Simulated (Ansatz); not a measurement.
Consider TiSi$_{2}$ (slab).

The calculation's input:

```
crystal:
  lattice:
    - [4.7597362623, 0.0, 0.0]
    - [1.2004318431, 4.7333086471, 0.0]
    - [0.0, 0.0, 25.8769930936]
  atoms:
    - { symbol: Si, position: [0.5472255776, 0.8481102004, 0.2898327473] }
    - { symbol: Si, position: [0.1492793137, 0.4434650962, 0.3257629492] }
    - { symbol: Ti, position: [0.0102686803, 0.9767744791, 0.3383140914] }
    - { symbol: Ti, position: [0.6123224163, 0.5721293749, 0.3742442933] }
    - { symbol: Si, position: [0.4733117829, 0.1054387578, 0.3867954354] }
    - { symbol: Si, position: [0.075365519, 0.7007936536, 0.4227256374] }
    - { symbol: Si, position: [0.9554405218, 0.2295297837, 0.433553555] }
    - { symbol: Si, position: [0.5574942579, 0.8248846795, 0.4694837569] }
    - { symbol: Ti, position: [0.4184836245, 0.3581940624, 0.482034899] }
    - { symbol: Ti, position: [0.0205373605, 0.9535489582, 0.517965101] }
    - { symbol: Si, position: [0.8815267271, 0.4868583411, 0.5305162431] }
    - { symbol: Si, position: [0.4835804632, 0.0822132369, 0.566446445] }
    - { symbol: Si, position: [0.3636554661, 0.610949367, 0.5772743626] }
    - { symbol: Si, position: [0.9657092021, 0.2063042628, 0.6132045646] }
    - { symbol: Ti, position: [0.8266985687, 0.7396136457, 0.6257557067] }
    - { symbol: Ti, position: [0.4287523047, 0.3349685415, 0.6616859086] }
    - { symbol: Si, position: [0.2897416713, 0.8682779244, 0.6742370508] }
    - { symbol: Si, position: [0.8917954074, 0.4636328202, 0.7101672527] }
basis:
  ecutwfc: 500
kpoints:
  mp_grid: { grid: [8, 7, 1] }
hamiltonian:
  xc: r2scan
scf:
  occupations: { method: gaussian, width: 0.1 }
output:
  forces: true
  stress: true
  eigenvalues: true
  write_density: true
  write_potential: true
  elf: true
  volumetric_format: npy
efield:
  axis: 3
  dipole_correction: true
  ramp_width: 0.04
```

Command:

```sh
ansatz run input.yaml --threads 2 --pin off --max-ram 5120MiB --backend cpu --events-out ev --progress --plain --runs-dir out
```

Not relaxed (largest force 1.5 eV/Å); computed without spin polarisation.

Computed with DFT r2SCAN, scalar-relativistic, plane waves, PAW (Ansatz 0.2.0).

What will maps of the valence pseudo-density and electron localisation function show?

Answer. Ti–Si (2.55 Å): ρ is about 0.34 e/Å³ halfway; the ELF peaks at about 0.75 in the valence shell of Si, 0.9 Å from its nucleus, and is about 0.40 at the midpoint.

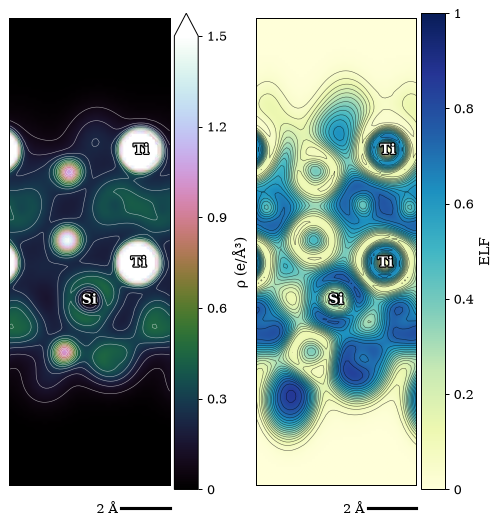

Computed valence pseudo-density and electron localisation function on the (110) plane of the calculation cell, a cut from vacuum to vacuum, in this order. Atoms just off the plane (Si, 0.7 Å away and Ti, 0.8 Å away) can leave unmarked features too.

Core electrons are frozen (PAW), and the valence fields are smoothed inside the atomic spheres.
